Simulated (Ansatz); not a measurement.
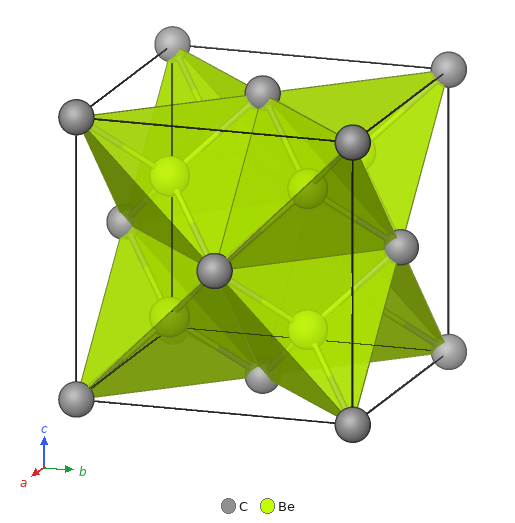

The structure above is drawn in polyhedral style and viewed slightly off an axis. The edges of the conventional unit cell are marked.

Be2C, antifluorite, space group Fm-3m (No. 225), a = 4.321 Å, b = 4.321 Å, c = 4.321 Å, α = 90.00°, β = 90.00°, γ = 90.00°. Provenance: a structure type filled with these elements by a generator (whether the compound takes this form wasn't checked). Earlier steps of the study, as a rule a relaxation of our own, may have changed the cell and positions, so they can lie some per cent off the listed ones. Ansatz was used for an electronic-structure calculation on it.

This one geometry was computed with Ansatz (DFT, plane waves, PAW) at three levels of theory: HSE06, r2SCAN and PBE. It was relaxed beforehand with r2SCAN.

Question: Which level gives the highest pressure at this volume, and what does that say about its equilibrium volume?

Answer: Highest: PBE (1.1 GPa), which points to the largest equilibrium volume. Lowest, with the smallest volume: HSE06 (-2.2 GPa). Levels within 0.5 GPa of each other can't be told apart.

Question: How does the band gap change with the level of theory?

Answer: PBE: a gap of 1.17 eV, indirect; r2SCAN: a gap of 1.53 eV, indirect; HSE06: a gap of 1.91 eV, indirect.

Question: Collect the results in a table.

Answer:
| level | cutoff (eV) | k-mesh of the run's cell | gap (eV) | pressure (GPa) |
| --- | --- | --- | --- | --- |
| HSE06 | 420 | 8×8×8 | 1.91 | -2.2 |
| r2SCAN | 500 | 10×10×10 | 1.53 | 0.0 |
| PBE | 420 | 10×10×10 | 1.17 | 1.1 |

Gaps are taken on the k-mesh or band path of each run.
